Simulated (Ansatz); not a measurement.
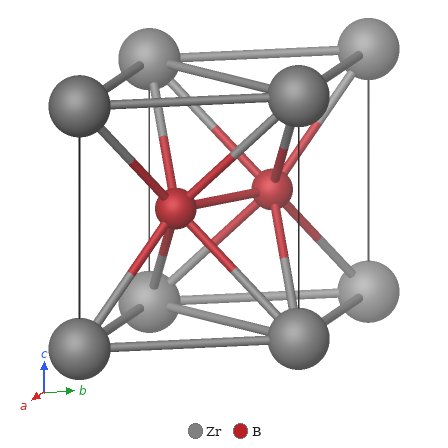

System: ZrB₂, space group P6/mmm (No. 191). The picture shows the conventional cell.

The given structure:
```xyz
3
Lattice="3.1650 0.0000 0.0000 -1.5825 2.7410 0.0000 0.0000 0.0000 3.5200" Properties=species:S:1:pos:R:3 pbc="T T T"
Zr    0.0000    0.0000    0.0000
B     0.0000    1.8273    1.7600
B     1.5825    0.9137    1.7600
```

Method: periodic Kohn-Sham DFT of a crystal at fixed atoms, scaled to the stated factor times the given cell; pressure positive in compression (Ansatz 0.2.0). Level: LDA.

- method: all-electron PAW
- relativity: scalar
- k mesh: 13×13×10
- occupations: Fermi–Dirac
- smearing width: 0.03 eV
- nucleus: Gaussian

V(given) is 10.18 Å³/atom.

Predict the pressure against V/V(given). The V/V(given) takes the values 0.94, 0.98, 1.00, 1.01, 1.04.

The pressure falls from 9.1 GPa at V/V(given) 0.94 to −15.7 GPa at 1.04, and changes sign near 0.97. The volume at zero pressure from a fit of the pressures is 9.88 Å³/atom. The bulk modulus from that fit is 262 GPa.

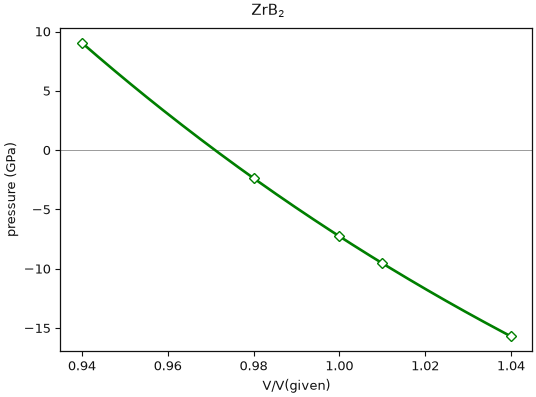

Keep in mind: no gap: field gradients move with the k mesh; shape and atomic fractions are frozen while scaling, which makes layered, chain and framework solids too stiff.
